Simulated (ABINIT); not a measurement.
**Geometry relaxation of Ge (part 2 of 3)**

Continued. System: Ge (Cmmm, 1 atom in the cell). Method: Kohn-Sham DFT of a periodic cell, PBE with D3(BJ), JTH PAW PBE v2.0, no spin polarisation (ABINIT 10.8.3); cutoff 598.65 eV, 11×11×10 k-mesh, fermi-dirac of 0.05 eV. The structure derives from a Materials Project entry.

Geometry of the input (Å; fractional positions):
```
1.3971  -2.6005  0.0000
1.3971  2.6005  0.0000
0.0000  0.0000  2.6982
Ge 0.5000  0.5000  0.0000
```

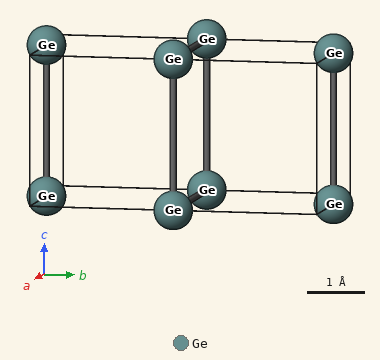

The structure as given in the input (ball-and-stick view of the cell 2 times as large as that of the calculation, set on its symmetry axes, seen slightly off an axis). An atom can appear more than once, as a periodic image.

**Log, continued**
```
 Cartesian coordinates (xcart) [bohr]
  2.63598678254800E+00 -2.01204145108716E-16  0.00000000000000E+00
 Reduced coordinates (xred)
  4.99999999630363E-01  4.99999999630363E-01  0.00000000000000E+00
 Cartesian forces (fcart) [Ha/bohr]; max,rms= 0.00000E+00 0.00000E+00 (free atoms)
 -0.00000000000000E+00 -0.00000000000000E+00 -0.00000000000000E+00
 Gradient of E wrt nuclear positions in reduced coordinates (gred)
 -0.00000000000000E+00  0.00000000000000E+00  0.00000000000000E+00
 Scale of Primitive Cell (acell) [bohr]
  5.55437164536241E+00  5.55437164536241E+00  5.08491543789302E+00
 Real space primitive translations (rprimd) [bohr]
  2.63598678449672E+00 -4.88903037899792E+00  0.00000000000000E+00
  2.63598678449672E+00  4.88903037899792E+00  0.00000000000000E+00
  0.00000000000000E+00  0.00000000000000E+00  5.08491543789302E+00
 Unitary Cell Volume (ucvol) [Bohr^3]=  1.31062876415294E+02
 Angles (23,13,12)= [degrees]
  9.00000000000000E+01  9.00000000000000E+01  1.23336147193799E+02
 Lengths [Bohr]
  5.55437164536241E+00  5.55437164536241E+00  5.08491543789302E+00
 Stress tensor in cartesian coordinates (strten) [Ha/bohr^3]
  3.80008729588821E-05  0.00000000000000E+00  0.00000000000000E+00
  0.00000000000000E+00  1.48920105986022E-04  0.00000000000000E+00
  0.00000000000000E+00  0.00000000000000E+00  7.16593795613875E-05
 Total energy (etotal) [Ha]= -9.55831204295297E+01

 Difference of energy with previous step (new-old):
           Absolute (Ha)=-1.47907E-04
           Relative     =-1.54742E-06

--- Iteration: ( 3/60) Internal Cycle: (1/1)
--------------------------------------------------------------------------------

---SELF-CONSISTENT-FIELD CONVERGENCE--------------------------------------------

--- !BeginCycle
iteration_state: {dtset: 1, itime: 3, icycle: 1, }
solver: {iscf: 17, nstep: 100, nline: 4, wfoptalg: 10, }
tolerances: {tolvrs: 1.00E-09, }
...

     iter   Etot(hartree)      deltaE(h)  residm     nres2
 ETOT  1  -95.593997259045    -9.559E+01 3.962E+06 5.156E+00
 ETOT  2  -95.585555730509     8.442E-03 1.840E+01 4.884E-01
 ETOT  3  -95.583919164009     1.637E-03 2.504E+01 8.311E-02
 ETOT  4  -95.583507201774     4.120E-04 6.086E+00 5.012E-03
 ETOT  5  -95.583492089968     1.511E-05 3.204E+00 9.140E-04
 ETOT  6  -95.583491756605     3.334E-07 2.151E-01 7.010E-05
 ETOT  7  -95.583491749275     7.330E-09 1.058E-02 1.147E-05
 ETOT  8  -95.583491730448     1.883E-08 3.443E-04 1.886E-06
 ETOT  9  -95.583491729411     1.037E-09 1.951E-03 1.269E-07
 ETOT 10  -95.583491729646    -2.357E-10 2.054E-04 2.952E-08
 ETOT 11  -95.583491729627     1.968E-11 1.381E-04 2.457E-09
 ETOT 12  -95.583491729624     2.288E-12 1.338E-04 1.503E-10

 At SCF step   12       nres2   =  1.50E-10 < tolvrs=  1.00E-09 =>converged.

 Cartesian components of stress tensor (hartree/bohr^3)
  sigma(1 1)= -1.71276278E-05  sigma(3 2)=  0.00000000E+00
  sigma(2 2)=  5.00910528E-06  sigma(3 1)=  0.00000000E+00
  sigma(3 3)= -3.06629236E-05  sigma(2 1)=  0.00000000E+00

--- !ResultsGS
iteration_state: {dtset: 1, itime: 3, icycle: 1, }
comment   : Summary of ground state results
lattice_vectors:
- [  2.6308920,  -4.7269555,   0.0000000, ]
- [  2.6308920,   4.7269555,   0.0000000, ]
- [  0.0000000,   0.0000000,   5.0347100, ]
lattice_lengths: [   5.40978,    5.40978,    5.03471, ]
lattice_angles: [ 90.000,  90.000, 121.802, ] # degrees, (23, 13, 12)
lattice_volume:   1.2522441E+02
convergence: {deltae:  2.288E-12, res2:  1.503E-10, residm:  1.338E-04, diffor: null, }
etotal    :  -9.55834917E+01
entropy   :   0.00000000E+00
fermie    :   3.38012136E-01
cartesian_stress_tensor: # hartree/bohr^3
- [ -1.71276278E-05,   0.00000000E+00,   0.00000000E+00, ]
- [  0.00000000E+00,   5.00910528E-06,   0.00000000E+00, ]
- [  0.00000000E+00,   0.00000000E+00,  -3.06629236E-05, ]
pressure_GPa:   4.1956E-01
xred      :
- [  5.0000E-01,   5.0000E-01,   0.0000E+00, Ge]
cartesian_forces: # hartree/bohr
- [ -0.00000000E+00,  -0.00000000E+00,  -0.00000000E+00, ]
force_length_stats: {min:   0.00000000E+00, max:   0.00000000E+00, mean:   0.00000000E+00, }
...

 Integrated electronic density in atomic spheres:
 ------------------------------------------------
 Atom  Sphere_radius  Integrated_density
    1        2.30477         12.24395965

---OUTPUT-----------------------------------------------------------------------

 Cartesian coordinates (xcart) [bohr]
  2.63089203317707E+00 -1.55058654073226E-16  0.00000000000000E+00
 Reduced coordinates (xred)
  4.99999999630363E-01  4.99999999630363E-01  0.00000000000000E+00
 Cartesian forces (fcart) [Ha/bohr]; max,rms= 0.00000E+00 0.00000E+00 (free atoms)
 -0.00000000000000E+00 -0.00000000000000E+00 -0.00000000000000E+00
 Gradient of E wrt nuclear positions in reduced coordinates (gred)
 -0.00000000000000E+00  0.00000000000000E+00  0.00000000000000E+00
 Scale of Primitive Cell (acell) [bohr]
  5.40977826059695E+00  5.40977826059695E+00  5.03470999837800E+00
 Real space primitive translations (rprimd) [bohr]
  2.63089203512202E+00 -4.72695546079704E+00  0.00000000000000E+00
  2.63089203512202E+00  4.72695546079704E+00  0.00000000000000E+00
  0.00000000000000E+00  0.00000000000000E+00  5.03470999837800E+00
 Unitary Cell Volume (ucvol) [Bohr^3]=  1.25224409401091E+02
 Angles (23,13,12)= [degrees]
  9.00000000000000E+01  9.00000000000000E+01  1.21801806854139E+02
 Lengths [Bohr]
  5.40977826059695E+00  5.40977826059695E+00  5.03470999837800E+00
 Stress tensor in cartesian coordinates (strten) [Ha/bohr^3]
 -1.71276278392168E-05  0.00000000000000E+00  0.00000000000000E+00
  0.00000000000000E+00  5.00910527830370E-06  0.00000000000000E+00
  0.00000000000000E+00  0.00000000000000E+00 -3.06629235953156E-05
 Total energy (etotal) [Ha]= -9.55834917296244E+01

 Difference of energy with previous step (new-old):
           Absolute (Ha)=-3.71300E-04
           Relative     =-3.88457E-06

--- Iteration: ( 4/60) Internal Cycle: (1/1)
--------------------------------------------------------------------------------

---SELF-CONSISTENT-FIELD CONVERGENCE--------------------------------------------

--- !BeginCycle
iteration_state: {dtset: 1, itime: 4, icycle: 1, }
solver: {iscf: 17, nstep: 100, nline: 4, wfoptalg: 10, }
tolerances: {tolvrs: 1.00E-09, }
...

     iter   Etot(hartree)      deltaE(h)  residm     nres2
 ETOT  1  -95.583651392050    -9.558E+01 1.724E+05 7.316E-02
 ETOT  2  -95.583524266903     1.271E-04 2.566E+01 6.775E-03
 ETOT  3  -95.583508436513     1.583E-05 7.987E+00 5.646E-04
 ETOT  4  -95.583505815192     2.621E-06 4.894E+00 1.888E-05
 ETOT  5  -95.583505892412    -7.722E-08 1.185E+00 1.032E-05
 ETOT  6  -95.583505891309     1.104E-09 8.592E-03 3.368E-06
 ETOT  7  -95.583505884038     7.271E-09 3.199E-03 2.704E-07
 ETOT  8  -95.583505883922     1.156E-10 2.432E-05 3.523E-08
 ETOT  9  -95.583505883968    -4.553E-11 1.865E-05 1.205E-08
 ETOT 10  -95.583505883961     6.764E-12 1.332E-05 2.772E-09
 ETOT 11  -95.583505883960     1.052E-12 1.056E-05 3.246E-11

 At SCF step   11       nres2   =  3.25E-11 < tolvrs=  1.00E-09 =>converged.

 Cartesian components of stress tensor (hartree/bohr^3)
  sigma(1 1)= -1.46083381E-05  sigma(3 2)=  0.00000000E+00
  sigma(2 2)=  5.49896338E-06  sigma(3 1)=  0.00000000E+00
  sigma(3 3)= -6.69289720E-06  sigma(2 1)=  0.00000000E+00

--- !ResultsGS
iteration_state: {dtset: 1, itime: 4, icycle: 1, }
comment   : Summary of ground state results
lattice_vectors:
- [  2.6359706,  -4.7158545,   0.0000000, ]
- [  2.6359706,   4.7158545,   0.0000000, ]
- [  0.0000000,   0.0000000,   5.0540647, ]
lattice_lengths: [   5.40256,    5.40256,    5.05406, ]
lattice_angles: [ 90.000,  90.000, 121.593, ] # degrees, (23, 13, 12)
lattice_volume:   1.2565268E+02
convergence: {deltae:  1.052E-12, res2:  3.246E-11, residm:  1.056E-05, diffor: null, }
etotal    :  -9.55835059E+01
entropy   :   0.00000000E+00
fermie    :   3.36844181E-01
cartesian_stress_tensor: # hartree/bohr^3
- [ -1.46083381E-05,   0.00000000E+00,   0.00000000E+00, ]
- [  0.00000000E+00,   5.49896338E-06,   0.00000000E+00, ]
- [  0.00000000E+00,   0.00000000E+00,  -6.69289720E-06, ]
pressure_GPa:   1.5497E-01
xred      :
- [  5.0000E-01,   5.0000E-01,   0.0000E+00, Ge]
cartesian_forces: # hartree/bohr
- [ -0.00000000E+00,  -0.00000000E+00,  -0.00000000E+00, ]
force_length_stats: {min:   0.00000000E+00, max:   0.00000000E+00, mean:   0.00000000E+00, }
...

 Integrated electronic density in atomic spheres:
 ------------------------------------------------
 Atom  Sphere_radius  Integrated_density
    1        2.30477         12.23484275

---OUTPUT-----------------------------------------------------------------------

 Cartesian coordinates (xcart) [bohr]
  2.63597055146247E+00 -8.24759339760992E-17  0.00000000000000E+00
 Reduced coordinates (xred)
  4.99999999630363E-01  4.99999999630363E-01  0.00000000000000E+00
 Cartesian forces (fcart) [Ha/bohr]; max,rms= 0.00000E+00 0.00000E+00 (free atoms)
 -0.00000000000000E+00 -0.00000000000000E+00 -0.00000000000000E+00
 Gradient of E wrt nuclear positions in reduced coordinates (gred)
 -0.00000000000000E+00  0.00000000000000E+00  0.00000000000000E+00
 Scale of Primitive Cell (acell) [bohr]
  5.40255725037379E+00  5.40255725037379E+00  5.05406474835605E+00
 Real space primitive translations (rprimd) [bohr]
  2.63597055341118E+00 -4.71585454452484E+00  0.00000000000000E+00
  2.63597055341118E+00  4.71585454452484E+00  0.00000000000000E+00
  0.00000000000000E+00  0.00000000000000E+00  5.05406474835605E+00
 Unitary Cell Volume (ucvol) [Bohr^3]=  1.25652679091124E+02
 Angles (23,13,12)= [degrees]
  9.00000000000000E+01  9.00000000000000E+01  1.21593176535435E+02
 Lengths [Bohr]
  5.40255725037379E+00  5.40255725037379E+00  5.05406474835605E+00
 Stress tensor in cartesian coordinates (strten) [Ha/bohr^3]
 -1.46083380800632E-05  0.00000000000000E+00  0.00000000000000E+00
  0.00000000000000E+00  5.49896338351147E-06  0.00000000000000E+00
  0.00000000000000E+00  0.00000000000000E+00 -6.69289720385199E-06
 Total energy (etotal) [Ha]= -9.55835058839597E+01

 Difference of energy with previous step (new-old):
           Absolute (Ha)=-1.41543E-05
           Relative     =-1.48083E-07

--- Iteration: ( 5/60) Internal Cycle: (1/1)
--------------------------------------------------------------------------------

---SELF-CONSISTENT-FIELD CONVERGENCE--------------------------------------------

--- !BeginCycle
iteration_state: {dtset: 1, itime: 5, icycle: 1, }
solver: {iscf: 17, nstep: 100, nline: 4, wfoptalg: 10, }
tolerances: {tolvrs: 1.00E-09, }
...

     iter   Etot(hartree)      deltaE(h)  residm     nres2
 ETOT  1  -95.583686794032    -9.558E+01 9.586E-01 1.021E-01
 ETOT  2  -95.583536384089     1.504E-04 1.769E-04 1.090E-02
 ETOT  3  -95.583516183334     2.020E-05 1.244E-04 3.399E-04
 ETOT  4  -95.583514976474     1.207E-06 7.984E-05 1.805E-05
 ETOT  5  -95.583515074981    -9.851E-08 3.118E-05 7.331E-06
 ETOT  6  -95.583515072526     2.456E-09 3.165E-05 1.840E-06
 ETOT  7  -95.583515070137     2.388E-09 1.798E-05 3.419E-08
 ETOT  8  -95.583515070476    -3.393E-10 1.147E-05 6.487E-09
 ETOT  9  -95.583515070446     3.061E-11 1.070E-05 2.144E-09
 ETOT 10  -95.583515070448    -1.876E-12 4.989E-06 1.390E-10

 At SCF step   10       nres2   =  1.39E-10 < tolvrs=  1.00E-09 =>converged.

 Cartesian components of stress tensor (hartree/bohr^3)
  sigma(1 1)= -4.81088714E-06  sigma(3 2)=  0.00000000E+00
  sigma(2 2)=  7.40463611E-06  sigma(3 1)=  0.00000000E+00
  sigma(3 3)=  1.60876268E-06  sigma(2 1)=  0.00000000E+00

--- !ResultsGS
iteration_state: {dtset: 1, itime: 5, icycle: 1, }
comment   : Summary of ground state results
lattice_vectors:
- [  2.6472135,  -4.6966830,   0.0000000, ]
- [  2.6472135,   4.6966830,   0.0000000, ]
- [  0.0000000,   0.0000000,   5.0663336, ]
lattice_lengths: [   5.39134,    5.39134,    5.06633, ]
lattice_angles: [ 90.000,  90.000, 121.186, ] # degrees, (23, 13, 12)
lattice_volume:   1.2598069E+02
convergence: {deltae: -1.876E-12, res2:  1.390E-10, residm:  4.989E-06, diffor: null, }
etotal    :  -9.55835151E+01
entropy   :   0.00000000E+00
fermie    :   3.36213823E-01
cartesian_stress_tensor: # hartree/bohr^3
- [ -4.81088714E-06,   0.00000000E+00,   0.00000000E+00, ]
- [  0.00000000E+00,   7.40463611E-06,   0.00000000E+00, ]
- [  0.00000000E+00,   0.00000000E+00,   1.60876268E-06, ]
pressure_GPa:  -4.1214E-02
xred      :
- [  5.0000E-01,   5.0000E-01,   0.0000E+00, Ge]
cartesian_forces: # hartree/bohr
- [ -0.00000000E+00,  -0.00000000E+00,  -0.00000000E+00, ]
force_length_stats: {min:   0.00000000E+00, max:   0.00000000E+00, mean:   0.00000000E+00, }
...

 Integrated electronic density in atomic spheres:
 ------------------------------------------------
 Atom  Sphere_radius  Integrated_density
    1        2.30477         12.22823795

---OUTPUT-----------------------------------------------------------------------

 Cartesian coordinates (xcart) [bohr]
  2.64721350394028E+00 -2.71458440885229E-16  0.00000000000000E+00
 Reduced coordinates (xred)
  4.99999999630363E-01  4.99999999630363E-01  0.00000000000000E+00
 Cartesian forces (fcart) [Ha/bohr]; max,rms= 0.00000E+00 0.00000E+00 (free atoms)
 -0.00000000000000E+00 -0.00000000000000E+00 -0.00000000000000E+00
 Gradient of E wrt nuclear positions in reduced coordinates (gred)
 -0.00000000000000E+00  0.00000000000000E+00  0.00000000000000E+00
 Scale of Primitive Cell (acell) [bohr]
  5.39134217422120E+00  5.39134217422120E+00  5.06633363387346E+00
 Real space primitive translations (rprimd) [bohr]
  2.64721350589730E+00 -4.69668298842184E+00  0.00000000000000E+00
  2.64721350589730E+00  4.69668298842184E+00  0.00000000000000E+00
  0.00000000000000E+00  0.00000000000000E+00  5.06633363387346E+00
 Unitary Cell Volume (ucvol) [Bohr^3]=  1.25980694808877E+02
 Angles (23,13,12)= [degrees]
  9.00000000000000E+01  9.00000000000000E+01  1.21185766579154E+02
 Lengths [Bohr]
  5.39134217422120E+00  5.39134217422120E+00  5.06633363387346E+00
 Stress tensor in cartesian coordinates (strten) [Ha/bohr^3]
 -4.81088713782940E-06  0.00000000000000E+00  0.00000000000000E+00
  0.00000000000000E+00  7.40463610731171E-06  0.00000000000000E+00
  0.00000000000000E+00  0.00000000000000E+00  1.60876268026633E-06
 Total energy (etotal) [Ha]= -9.55835150704477E+01

 Difference of energy with previous step (new-old):
           Absolute (Ha)=-9.18649E-06
           Relative     =-9.61095E-08

--- Iteration: ( 6/60) Internal Cycle: (1/1)
--------------------------------------------------------------------------------

---SELF-CONSISTENT-FIELD CONVERGENCE--------------------------------------------

--- !BeginCycle
iteration_state: {dtset: 1, itime: 6, icycle: 1, }
solver: {iscf: 17, nstep: 100, nline: 4, wfoptalg: 10, }
tolerances: {tolvrs: 1.00E-09, }
...

     iter   Etot(hartree)      deltaE(h)  residm     nres2
 ETOT  1  -95.583727974956    -9.558E+01 1.831E+01 1.401E-01
 ETOT  2  -95.583544818753     1.832E-04 2.248E-02 1.635E-02
 ETOT  3  -95.583517967153     2.685E-05 1.574E-03 2.188E-05
 ETOT  4  -95.583518782926    -8.158E-07 8.112E-05 2.255E-05
 ETOT  5  -95.583518775407     7.520E-09 4.506E-05 1.582E-06
 ETOT  6  -95.583518779235    -3.828E-09 2.424E-05 1.973E-07
 ETOT  7  -95.583518778796     4.393E-10 4.114E-05 1.557E-08
 ETOT  8  -95.583518778813    -1.725E-11 7.772E-06 3.427E-09
 ETOT  9  -95.583518778810     2.998E-12 1.828E-05 1.308E-10

 At SCF step    9       nres2   =  1.31E-10 < tolvrs=  1.00E-09 =>converged.

 Cartesian components of stress tensor (hartree/bohr^3)
  sigma(1 1)= -2.78024670E-06  sigma(3 2)=  0.00000000E+00
  sigma(2 2)= -3.82877761E-07  sigma(3 1)=  0.00000000E+00
  sigma(3 3)=  8.96177588E-06  sigma(2 1)=  0.00000000E+00
```
